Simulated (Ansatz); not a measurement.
# Dielectric response of ZnO (10-10) films, part 5 of 7

How well do thin wurtzite ZnO (10-10) films screen a perpendicular field?

Ansatz 0.2.0; plane-wave DFT, PBE, Ansatz PAW (the session's first sound run).

So far, ionisation energy, upper face (eV): step 2 (relaxing the film, 12 atoms, units 3) 5.80; step 15 (relaxing the film, 20 atoms, units 5) 5.79; step 16 (the relaxed film, single point, 20 atoms, units 5) 5.79; step 23 (relaxation, 24 atoms, units 6) 5.79; step 24 (single point on the relaxed film, 24 atoms, units 6) 5.79.

**28. Field on, atoms free, 24 atoms, units 6, field 0.05 V/Å**

This step: plane-wave DFT, PBE, Ansatz PAW (Ansatz 0.2.0).

The same pair of relaxations in the field for this thickness.

input.yaml

```yaml
crystal:
  lattice:
    - [3.25, 0.0, 0.0]
    - [0.0, 5.21, 0.0]
    - [0.0, 0.0, 33.0111069989]
  atoms:
    - { symbol: Zn, position: [0.0, 0.0350412236, 0.2776758423] }
    - { symbol: O, position: [0.0, 0.3854935216, 0.2669674852] }
    - { symbol: Zn, position: [0.5, 0.4972559612, 0.2932261814] }
    - { symbol: O, position: [0.5, 0.8783658237, 0.2976498355] }
    - { symbol: Zn, position: [0.5, -0.0005688209, 0.3566160804] }
    - { symbol: O, position: [0.5, 0.3797888186, 0.3535925851] }
    - { symbol: Zn, position: [0.0, 0.4926627053, 0.3830143584] }
    - { symbol: O, position: [0.0, 0.8774032684, 0.3847434596] }
    - { symbol: Zn, position: [0.0, -0.0045571176, 0.4423581862] }
    - { symbol: O, position: [0.0, 0.3785625011, 0.4410622849] }
    - { symbol: Zn, position: [0.5, 0.4944036382, 0.4706756683] }
    - { symbol: O, position: [0.5, 0.8781484616, 0.4717197593] }
    - { symbol: Zn, position: [0.5, -0.0055963615, 0.5293243321] }
    - { symbol: O, position: [0.5, 0.3781484617, 0.5282802413] }
    - { symbol: Zn, position: [0.0, 0.4954428836, 0.5576418142] }
    - { symbol: O, position: [0.0, 0.878562502, 0.5589377156] }
    - { symbol: Zn, position: [0.0, -0.0073372915, 0.6169856419] }
    - { symbol: O, position: [0.0, 0.3774032706, 0.6152565408] }
    - { symbol: Zn, position: [0.5, 0.4994311832, 0.6433839195] }
    - { symbol: O, position: [0.5, 0.8797888213, 0.6464074145] }
    - { symbol: Zn, position: [0.5, -0.0027440346, 0.7067738181] }
    - { symbol: O, position: [0.5, 0.3783658277, 0.702350164] }
    - { symbol: Zn, position: [0.0, 0.5350412272, 0.7223241574] }
    - { symbol: O, position: [0.0, 0.8854935255, 0.733032514] }
kpoints:
  mp_grid: { grid: [8, 6, 1] }
hamiltonian:
  xc: pbe
scf:
  occupations: { method: fixed }
  convergence: { dr2_threshold: 1.0e-10 }
efield:
  axis: 3
  dipole_correction: true
  ramp_position: 0.97
  ramp_width: 0.06
  amplitude: 0.05
relax:
  f_tol: 0.0006
  max_steps: 70
output:
  write_potential: true
  write_density: true
  volumetric_format: npy
```

The run is started by

```bash
$ ansatz run input.yaml --threads 16 --pin off --max-ram 32768MiB --backend cpu --events-out ev --progress --plain --runs-dir out
```

Numbers of over 12 decimals in the logs are rounded to 6 here.

What it wrote:

```text
[...]
Crystal: 24 atoms, lattice volume = 558.961 Å³
Basis set: ecut = 420 eV, 10977 PW (Γ), exchange–correlation on 48×72×450 points (8 copies of the dense FFT grid, shifted against one another)
Bands: 132, of which v1, the nominal top of the filled ones, is band 108 counted from 1 (107 counted from 0)
Symmetry: 2 space group operations
k-points: 20 of 48 (time reversal used)
[...]
- { symbol: Zn, position: [0.0, -0.00768619, 0.616997] }
    - { symbol: O, position: [0.0, 0.377046, 0.615247] }
    - { symbol: Zn, position: [0.5, 0.498966, 0.643435] }
    - { symbol: O, position: [0.5, 0.879320, 0.646353] }
    - { symbol: Zn, position: [0.5, -0.00330273, 0.706766] }
    - { symbol: O, position: [0.5, 0.377820, 0.702357] }
    - { symbol: Zn, position: [0.0, 0.534248, 0.722419] }
    - { symbol: O, position: [0.0, 0.884875, 0.732948] }
[key lines of the parts left out:]
SCF converged after 6 iterations
Free energy (F): -46640.208649 eV
Fermi energy:    0.979900 eV
Dipole field:    D = 0.024372 V/Å  (p = 0.075285 e·Å, saw-weighted, corrected)
```

Elapsed: 71 s, on 16 threads of Arm Neoverse V1, shared host; peak memory 5.6 GiB; 19 min of CPU time.

The relaxation took 4 steps and lowered the energy by 2.5e-4 eV; the largest force on the free atoms ends at 2.3e-4 eV/Å.

The dipole is 0.0753 e·Å, and the gap on the mesh 0.750 eV.

**29. Relaxing in the field, 24 atoms, units 6, field -0.05 V/Å**

The opposite sign, again from the field-free geometry; the difference of the two cancels what relaxes without a field.

Changes to input.yaml since step 28:

```diff
@@ -42,3 +42,3 @@
   ramp_width: 0.06
-  amplitude: 0.05
+  amplitude: -0.05
 relax:
```

What it wrote:

```text
[...]
Crystal: 24 atoms, lattice volume = 558.961 Å³
Basis set: ecut = 420 eV, 10977 PW (Γ), exchange–correlation on 48×72×450 points (8 copies of the dense FFT grid, shifted against one another)
Bands: 132, of which v1, the nominal top of the filled ones, is band 108 counted from 1 (107 counted from 0)
Symmetry: 2 space group operations
k-points: 20 of 48 (time reversal used)
[...]
- { symbol: Zn, position: [0.0, -0.00703121, 0.616975] }
    - { symbol: O, position: [0.0, 0.377696, 0.615270] }
    - { symbol: Zn, position: [0.5, 0.499853, 0.643333] }
    - { symbol: O, position: [0.5, 0.880198, 0.646463] }
    - { symbol: Zn, position: [0.5, -0.00210968, 0.706775] }
    - { symbol: O, position: [0.5, 0.378986, 0.702352] }
    - { symbol: Zn, position: [0.0, 0.535948, 0.722230] }
    - { symbol: O, position: [0.0, 0.886222, 0.733119] }
[key lines of the parts left out:]
SCF converged after 6 iterations
Free energy (F): -46640.208649 eV
Fermi energy:    0.979900 eV
Dipole field:    D = -0.024372 V/Å  (p = -0.075285 e·Å, saw-weighted, corrected)
```

Wall time 71 s (16 threads); peak memory 5.6 GiB.

The relaxation took 4 steps and lowered the energy by 2.5e-4 eV; the largest force on the free atoms ends at 2.3e-4 eV/Å.

The dipole is -0.0753 e·Å, and the gap on the mesh 0.750 eV.

**30. Response with the atoms relaxed, 24 atoms, units 6**

This step: plane-wave DFT, PBE, Ansatz PAW; response to a field along the normal, atoms relaxed (Ansatz 0.2.0).

Local field over the applied field, running mean. From the potentials at -0.05 and 0.05 V/Å; running mean over 2.815 Å, taken twice. Table of local field over applied field by z:

| z (Å) | local field over applied field |
| --- | --- |
| 4 | 0.999 |
| 6 | 0.933 |
| 8 | 0.459 |
| 10 | 0.0825 |
| 12 | 0.0989 |
| 14 | 0.0916 |
| 16 | 0.0920 |
| 18 | 0.0944 |
| 20 | 0.0954 |
| 22 | 0.0748 |
| 24 | 0.186 |
| 26 | 0.754 |
| 28 | 0.990 |

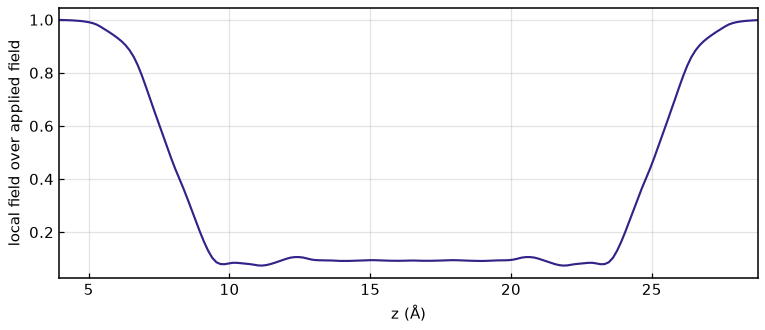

Local field over applied field, plotted against z.

The induced dipole is that of a conductor 16.09 Å thick.

**31. Relaxation, 32 atoms, units 8**

This step: plane-wave DFT, PBE, Ansatz PAW (Ansatz 0.2.0).

System of this step: ZnO (10-10), 8 units. The cell holds 32 atoms: 16 Zn and 16 O. Its edges and angles: a = 3.250 Å, b = 5.210 Å, c = 38.640 Å, α = 90.0°, β = 90.0°, γ = 90.0°. It derives from ZnO (wurtzite ZnO). Vacuum lies along c.

The next thickness, treated alike, so that differences show the interior and the faces cancel.

input.yaml

```yaml
crystal:
  lattice:
    - [3.25, 0.0, 0.0]
    - [0.0, 5.21, 0.0]
    - [0.0, 0.0, 38.6402721235]
  atoms:
    - { symbol: Zn, position: [0.0, 0.0, 0.2329176143] }
    - { symbol: O, position: [0.0, 0.382, 0.2329176143] }
    - { symbol: Zn, position: [0.5, 0.5, 0.2571978312] }
    - { symbol: O, position: [0.5, 0.882, 0.2571978312] }
    - { symbol: Zn, position: [0.5, 0.0, 0.305758265] }
    - { symbol: O, position: [0.5, 0.382, 0.305758265] }
    - { symbol: Zn, position: [0.0, 0.5, 0.3300384818] }
    - { symbol: O, position: [0.0, 0.882, 0.3300384818] }
    - { symbol: Zn, position: [0.0, 0.0, 0.3785989156] }
    - { symbol: O, position: [0.0, 0.382, 0.3785989156] }
    - { symbol: Zn, position: [0.5, 0.5, 0.4028791325] }
    - { symbol: O, position: [0.5, 0.882, 0.4028791325] }
    - { symbol: Zn, position: [0.5, 0.0, 0.4514395662] }
    - { symbol: O, position: [0.5, 0.382, 0.4514395662] }
    - { symbol: Zn, position: [0.0, 0.5, 0.4757197831] }
    - { symbol: O, position: [0.0, 0.882, 0.4757197831] }
    - { symbol: Zn, position: [0.0, 0.0, 0.5242802169] }
    - { symbol: O, position: [0.0, 0.382, 0.5242802169] }
    - { symbol: Zn, position: [0.5, 0.5, 0.5485604338] }
    - { symbol: O, position: [0.5, 0.882, 0.5485604338] }
    - { symbol: Zn, position: [0.5, 0.0, 0.5971208675] }
    - { symbol: O, position: [0.5, 0.382, 0.5971208675] }
    - { symbol: Zn, position: [0.0, 0.5, 0.6214010844] }
    - { symbol: O, position: [0.0, 0.882, 0.6214010844] }
    - { symbol: Zn, position: [0.0, 0.0, 0.6699615182] }
    - { symbol: O, position: [0.0, 0.382, 0.6699615182] }
    - { symbol: Zn, position: [0.5, 0.5, 0.694241735] }
    - { symbol: O, position: [0.5, 0.882, 0.694241735] }
    - { symbol: Zn, position: [0.5, 0.0, 0.7428021688] }
    - { symbol: O, position: [0.5, 0.382, 0.7428021688] }
    - { symbol: Zn, position: [0.0, 0.5, 0.7670823857] }
    - { symbol: O, position: [0.0, 0.882, 0.7670823857] }
kpoints:
  mp_grid: { grid: [8, 6, 1] }
hamiltonian:
  xc: pbe
scf:
  occupations: { method: fixed }
  convergence: { dr2_threshold: 1.0e-09 }
efield:
  axis: 3
  dipole_correction: true
  ramp_position: 0.97
  ramp_width: 0.06
relax:
  f_tol: 0.003
  max_steps: 100
output:
  write_potential: true
  write_density: true
  volumetric_format: npy
```

What it wrote:

```text
[...]
Crystal: 32 atoms, lattice volume = 654.276 Å³
Basis set: ecut = 420 eV, 12903 PW (Γ), exchange–correlation on 48×72×540 points (8 copies of the dense FFT grid, shifted against one another)
Bands: 176, of which v1, the nominal top of the filled ones, is band 144 counted from 1 (143 counted from 0)
Symmetry: 2 space group operations
[...]
- { symbol: O, position: [3.990787700886525e-18, 0.378459, 0.672985] }
    - { symbol: Zn, position: [0.5, 0.500536, 0.697001] }
    - { symbol: O, position: [0.5, 0.880905, 0.699509] }
    - { symbol: Zn, position: [0.5, -0.00165708, 0.751080] }
    - { symbol: O, position: [0.5, 0.379486, 0.747371] }
    - { symbol: Zn, position: [-3.499976023274112e-18, 0.536152, 0.764431] }
    - { symbol: O, position: [8.506440354516442e-18, 0.886673, 0.773527] }
[key lines of the parts left out:]
SCF converged after 6 iterations
Free energy (F): -62187.574042 eV
Fermi energy:    1.895141 eV
Dipole field:    D = 0.000000 V/Å  (p = 0.000001 e·Å, saw-weighted, corrected)
Work function:   Φ+ = 5.7899 eV   Φ− = 5.7899 eV
```

Wall time 4.1 min (16 threads); peak memory 8.4 GiB.

Running mean over 2.815 Å of the planar mean; the ramp of the sawtooth is left out. The electron's electrostatic potential energy less the highest filled level by z:

| z (Å) | electron's electrostatic potential energy less the highest filled level (eV) |
| --- | --- |
| 5.0 | 5.79 |
| 7.5 | 3.34 |
| 10.0 | -3.88 |
| 12.5 | -3.58 |
| 15.0 | -3.58 |
| 17.5 | -3.52 |
| 20.0 | -3.42 |
| 22.5 | -3.40 |
| 25.0 | -3.42 |
| 27.5 | -3.42 |
| 30.0 | -2.28 |
| 32.5 | 5.75 |
| 35.0 | 5.79 |

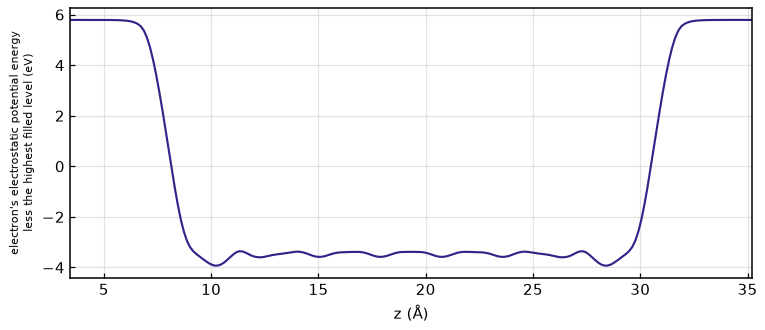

Electron's electrostatic potential energy less the highest filled level against z.

The relaxation took 9 steps and lowered the energy by 0.69 eV; the largest force on the free atoms ends at 2.7e-4 eV/Å.

The gap is 0.71 eV, with the valence edge 5.79 eV and the conduction edge 5.08 eV under the upper vacuum level.

**32. Side by side**

Times are for 16 threads of Arm Neoverse V1, shared host. The runs compared:

| no. | units | gap by band count (eV) | ionisation energy, upper face (eV) | electron affinity, upper face (eV) | time | memory (GiB) |
| --- | --- | --- | --- | --- | --- | --- |
| 1 | 3 | 1.012 | 5.796 | 4.784 | 35 s | 2.4 |
| 2 | 4 | 0.8968 | 5.787 | 4.890 | 52 s | 3.3 |
| 3 | 5 | 0.8267 | 5.789 | 4.962 | 94 s | 4.4 |
| 4 | 6 | 0.7765 | 5.790 | 5.013 | 2.3 min | 5.6 |
| 5 | 8 | 0.7051 | 5.790 | 5.085 | 4.1 min | 8.4 |

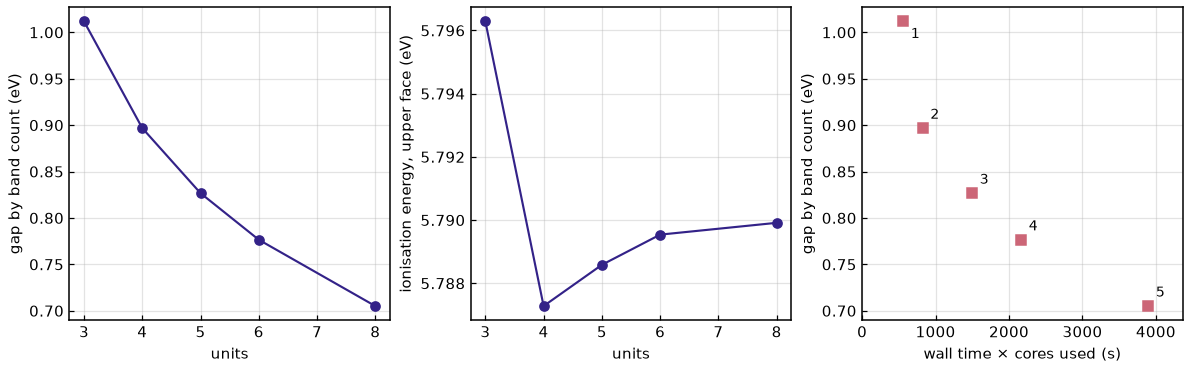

The series as plots; the last panel sets the first result against cost, with the runs numbered as in the table.

The valence density, planar mean (3) oscillates, so the rows of the table below give means over windows of 2.18 Å about each position, cut where the curve ends. Its maxima inside the range that stand out by 2 % of the span (Å: e/Å³): 9.7: 1.58, 11.9: 1.40, 12.7: 1.40, 14.9: 1.58. Its minima: 10.8: 0.143, 12.3: 0.922, 13.8: 0.143.

The runs together. Table of valence density, planar mean by z; means over each step:

| z (Å) | 3 (e/Å³) | 4 (e/Å³) | 5 (e/Å³) | 6 (e/Å³) | 8 (e/Å³) |
| --- | --- | --- | --- | --- | --- |
| 5.45 | 7.8e-5 | 8.7e-5 | 9.6e-5 | 1.1e-4 | 1.3e-4 |
| 7.63 | 0.0861 | 0.0949 | 0.104 | 0.113 | 0.134 |
| 9.81 | 0.893 | 0.888 | 0.879 | 0.874 | 0.858 |
| 11.99 | 0.888 | 0.890 | 0.893 | 0.900 | 0.908 |
| 14.17 | 0.701 | 0.629 | 0.626 | 0.628 | 0.646 |
| 16.35 | 0.357 | 0.606 | 0.638 | 0.654 | 0.664 |
| 18.53 | 4.7e-4 | 0.793 | 0.777 | 0.754 | 0.721 |
| 20.71 | 0 | 0.00396 | 0.922 | 0.911 | 0.911 |
| 22.89 | 0 | 5.3e-6 | 0.0378 | 0.771 | 0.680 |

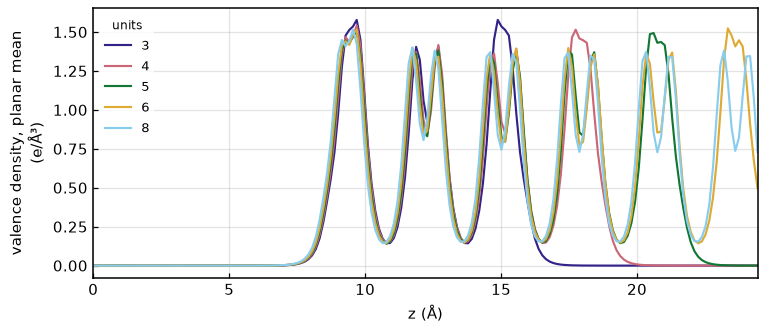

Valence density, planar mean, plotted against z.

**33. The relaxed film, single point, 32 atoms, units 8**

The next thickness, treated alike, so that differences show the interior and the faces cancel.

input.yaml

```yaml
crystal:
  lattice:
    - [3.25, 0.0, 0.0]
    - [0.0, 5.21, 0.0]
    - [0.0, 0.0, 38.6402721235]
  atoms:
    - { symbol: Zn, position: [0.0, 0.0361517686, 0.2355691544] }
    - { symbol: O, position: [0.0, 0.3866730217, 0.2264732401] }
    - { symbol: Zn, position: [0.5, 0.4983429322, 0.2489203621] }
    - { symbol: O, position: [0.5, 0.8794861984, 0.2526285601] }
    - { symbol: Zn, position: [0.5, 0.0005360755, 0.3029986109] }
    - { symbol: O, position: [0.5, 0.380905238, 0.300491264] }
    - { symbol: Zn, position: [0.0, 0.4937090479, 0.3256469423] }
    - { symbol: O, position: [0.0, 0.8784592143, 0.3270151102] }
    - { symbol: Zn, position: [0.0, -0.003345397, 0.3762061311] }
    - { symbol: O, position: [0.0, 0.379762318, 0.3752496846] }
    - { symbol: Zn, position: [0.5, 0.4953503946, 0.4006179289] }
    - { symbol: O, position: [0.5, 0.8791903434, 0.4012671023] }
    - { symbol: Zn, position: [0.5, -0.0040221944, 0.4503707523] }
    - { symbol: O, position: [0.5, 0.3795802038, 0.4498421498] }
    - { symbol: Zn, position: [0.0, 0.4957607227, 0.4752045896] }
    - { symbol: O, position: [0.0, 0.8794601732, 0.4756647192] }
    - { symbol: Zn, position: [0.0, -0.0042392796, 0.5247954095] }
    - { symbol: O, position: [0.0, 0.3794601713, 0.5243352793] }
    - { symbol: Zn, position: [0.5, 0.4959778002, 0.5496292472] }
    - { symbol: O, position: [0.5, 0.8795801993, 0.5501578488] }
    - { symbol: Zn, position: [0.5, -0.0046496148, 0.5993820705] }
    - { symbol: O, position: [0.5, 0.3791903355, 0.598732897] }
    - { symbol: Zn, position: [0.0, 0.4966545923, 0.6237938692] }
    - { symbol: O, position: [0.0, 0.8797623088, 0.624750315] }
    - { symbol: Zn, position: [0.0, -0.0062909627, 0.6743530579] }
    - { symbol: O, position: [0.0, 0.378459205, 0.6729848902] }
    - { symbol: Zn, position: [0.5, 0.5005360654, 0.69700139] }
    - { symbol: O, position: [0.5, 0.8809052288, 0.6995087364] }
    - { symbol: Zn, position: [0.5, -0.0016570761, 0.7510796388] }
    - { symbol: O, position: [0.5, 0.3794861906, 0.7473714408] }
    - { symbol: Zn, position: [0.0, 0.5361517608, 0.7644308467] }
    - { symbol: O, position: [0.0, 0.8866730141, 0.7735267609] }
kpoints:
  mp_grid: { grid: [8, 6, 1] }
hamiltonian:
  xc: pbe
scf:
  occupations: { method: fixed }
  convergence: { dr2_threshold: 1.0e-09 }
efield:
  axis: 3
  dipole_correction: true
  ramp_position: 0.97
  ramp_width: 0.06
output:
  eigenvalues: true
  dos: { projected: true, e_range: [-7, 7] }
  write_potential: true
  write_density: true
  volumetric_format: npy
checkpoint:
  write: end8.run
  compress: false
  write_wavefunctions: false
```

What it wrote:

```text
[...]
Crystal: 32 atoms, lattice volume = 654.276 Å³
Basis set: ecut = 420 eV, 12903 PW (Γ)
Bands: 176, of which v1, the nominal top of the filled ones, is band 144 counted from 1 (143 counted from 0)
Symmetry: 2 space group operations
k-points: 20 of 48 (time reversal used)
[...]
k-point 0: bands = [... 140 lower, 1.5954, 1.6164, 1.8946, 1.8952, 2.6004, 3.0181, 3.5539, 4.1674, ... 28 higher]
  k-point 1: bands = [... 140 lower, 1.5384, 1.5637, 1.8293, 1.8304, 3.1619, 3.4460, 3.8722, 4.4000, ... 28 higher]
  k-point 2: bands = [... 140 lower, 1.5112, 1.5167, 1.6735, 1.6753, 4.1211, 4.3113, 4.6203, 5.0177, ... 28 higher]
  k-point 19: bands = [... 140 lower, 0.4658, 0.4658, 0.8906, 0.8906, 6.9674, 6.9674, 7.4207, 7.4207, ... 28 higher]
[key lines of the parts left out:]
SCF converged after 12 iterations
Free energy (F): -62187.574774 eV
Fermi energy:    1.895239 eV
Dipole field:    D = -0.000000 V/Å  (p = -0.000000 e·Å, saw-weighted, corrected)
Work function:   Φ+ = 5.7897 eV   Φ− = 5.7897 eV
```

Wall time 49 s (16 threads); peak memory 8.4 GiB; 12 min of CPU time.

Running mean over 2.815 Å of the planar mean; the ramp of the sawtooth is left out. Electron's electrostatic potential energy less the highest filled level against z:

(Unchanged from step 31.)

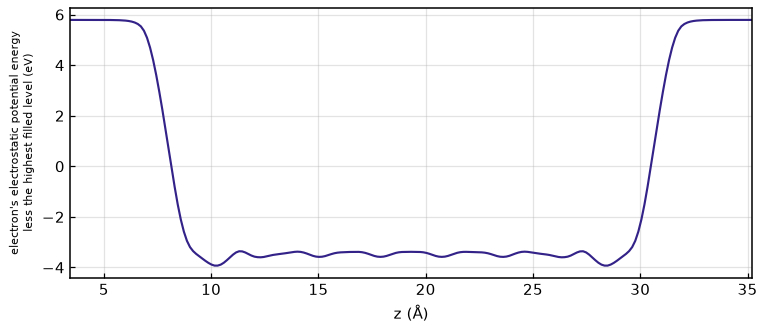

Electron's electrostatic potential energy less the highest filled level against z.

The gap is 0.71 eV, with the valence edge 5.79 eV and the conduction edge 5.08 eV under the upper vacuum level.

**34. Atoms held, 32 atoms, units 8, field 0.05 V/Å**

Changes to input.yaml since step 33:

```diff
@@ -44,3 +44,3 @@
   occupations: { method: fixed }
-  convergence: { dr2_threshold: 1.0e-09 }
+  convergence: { dr2_threshold: 1.0e-10 }
 efield:
@@ -50,5 +50,4 @@
   ramp_width: 0.06
+  amplitude: 0.05
 output:
-  eigenvalues: true
-  dos: { projected: true, e_range: [-7, 7] }
   write_potential: true
@@ -56,5 +55 @@
   volumetric_format: npy
-checkpoint:
-  write: end8.run
-  compress: false
-  write_wavefunctions: false
```

What it wrote:

```text
[...]
Crystal: 32 atoms, lattice volume = 654.276 Å³
Basis set: ecut = 420 eV, 12903 PW (Γ)
Bands: 176, of which v1, the nominal top of the filled ones, is band 144 counted from 1 (143 counted from 0)
Symmetry: 2 space group operations
k-points: 20 of 48 (time reversal used)
[...]
k-point 0: bands = [... 140 lower, 1.6273, 1.6584, 1.8018, 1.9888, 2.5937, 3.0197, 3.5548, 4.1676, ... 28 higher]
  k-point 1: bands = [... 140 lower, 1.5738, 1.5943, 1.7373, 1.9233, 3.1515, 3.4491, 3.8738, 4.4004, ... 28 higher]
  k-point 2: bands = [... 140 lower, 1.4308, 1.5827, 1.6009, 1.7673, 4.1051, 4.3166, 4.6229, 5.0185, ... 28 higher]
  k-point 19: bands = [... 140 lower, 0.5019, 0.5368, 0.7894, 0.9915, 6.8728, 7.0598, 7.4030, 7.4165, ... 28 higher]
[key lines of the parts left out:]
SCF converged after 16 iterations
Free energy (F): -62187.576949 eV
Fermi energy:    1.988784 eV
Dipole field:    D = 0.024064 V/Å  (p = 0.087008 e·Å, saw-weighted, corrected)
```

Wall time 54 s (16 threads); peak memory 8.4 GiB; 14 min of CPU time.

The dipole is 0.0870 e·Å, and the gap on the mesh 0.605 eV.

[end of part 5 of 7]

[Logs are printed without paths, hosts, clocks, repeated set-up lines and the standing remarks that a program may print on its own settings, such as how far it seeks lower states.]

[Hosts, paths, dates, database ids (printed as entryN), source tags and the programs' standing remarks are cut or masked in the printed files.]

[Maps of the electrostatic potential energy from Ansatz leave out the sawtooth potential of an applied field or a dipole correction, so their vacuum need not be flat; planar profiles and work functions include it.]
